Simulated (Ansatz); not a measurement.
Read the following structure.

```
Si Mg
1.0
     5.47009   -5.47009    5.47009
    -5.47009    5.47009    5.47009
    -5.47009   -5.47009   -5.47009
Si Mg
32 1
Direct
  0.26514 0.99985 0.99999
  0.49827 0.99987 0.74800
  0.74796 0.99989 0.49832
  0.99999 0.26517 0.00012
  0.25195 0.25189 0.75023
  0.99993 0.99980 0.26512
  0.74799 0.49821 0.99999
  0.50167 0.24972 0.50173
  0.75031 0.25191 0.25202
  0.99998 0.49810 0.74800
  0.49831 0.74801 0.00006
  0.24972 0.50165 0.50171
  0.73483 0.73471 0.73481
  0.50165 0.50153 0.24962
  0.99994 0.74795 0.49836
  0.25199 0.75024 0.25201
  0.25403 0.99995 0.25399
  0.51168 0.99999 0.00003
  0.74602 0.99993 0.74605
  0.00000 0.25384 0.25404
  0.25389 0.25383 0.99992
  0.99994 0.99992 0.51163
  0.75002 0.49991 0.25000
  0.49999 0.24989 0.75000
  0.74991 0.24988 0.49999
  0.00000 0.51164 0.00004
  0.49997 0.74987 0.25001
  0.25005 0.49997 0.75004
  0.74593 0.74588 0.99992
  0.48832 0.48831 0.48829
  0.99996 0.74584 0.74605
  0.24990 0.74990 0.49999
  0.00000 0.00000 0.00000
```

### What does this file describe?

Chemical formula MgSi$_{32}$. One cell contains 1 Mg, 32 Si, 33 atoms in all. Mg bonds to ten Si at 2.51 to 2.78 Å. The bonds build a three-dimensional framework.

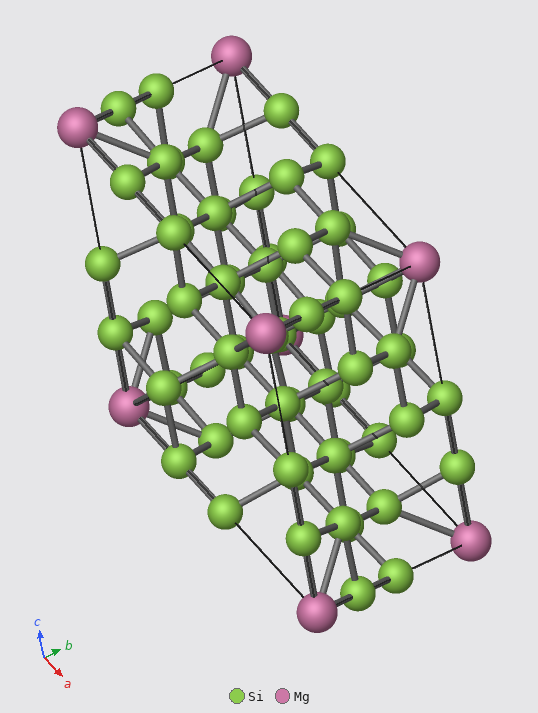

Drawn in the ball-and-stick manner and seen slightly off an axis. Thin lines show the simulation cell, with boundary atoms drawn in all their periodic places. Colours: magnesium pink, silicon green.

The initial geometry was a structure listed in the Materials Project, repeated into a supercell with a point defect put in. The atoms were relaxed in a fixed cell with Ansatz, DFT PBE, scalar-relativistic, plane waves, PAW.
